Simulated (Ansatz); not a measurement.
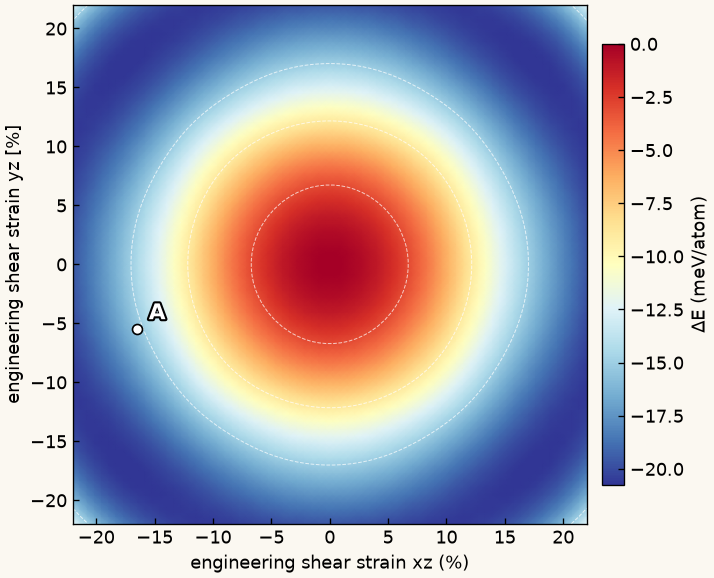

AgCl (Pm-3m, No. 221; 2 atoms in the cell). 
- The energy is mapped over two homogeneous strains (x, y and z along the cube axes).
- Coordinates scanned: (1) engineering shear strain xz; (2) engineering shear strain yz.
- Nothing is relaxed (symmetry fixes all fractional coordinates).
- The grid has 9 × 9 points; 15 points were computed and 66 follow by symmetry.
- Points are written as (first, second).
- Energies are in meV/atom, from the relaxed crystal.
- The lowest point has no gap; 69 points of the grid have one on the k-mesh.
- These are results of Ansatz 0.2.0, DFT PBEsol, scalar-relativistic, plane waves, PAW, not measurements. Settings: cutoff 420 eV, k-mesh 10×10×10, gaussian smearing 0.05 eV, no spin polarisation.

Drawn: a smooth colour map with a few white contour lines, the point A. Between grid points the surface is interpolated.

Is A at rest? If not, where is it pushed?

Answer. A, at (−16.5 %, −5.5 %), is not a stationary point. The computed force is 1.1 meV/atom for each 1 % towards smaller values of engineering shear strain xz and 0.39 meV/atom for each 1 % towards smaller values of engineering shear strain yz.
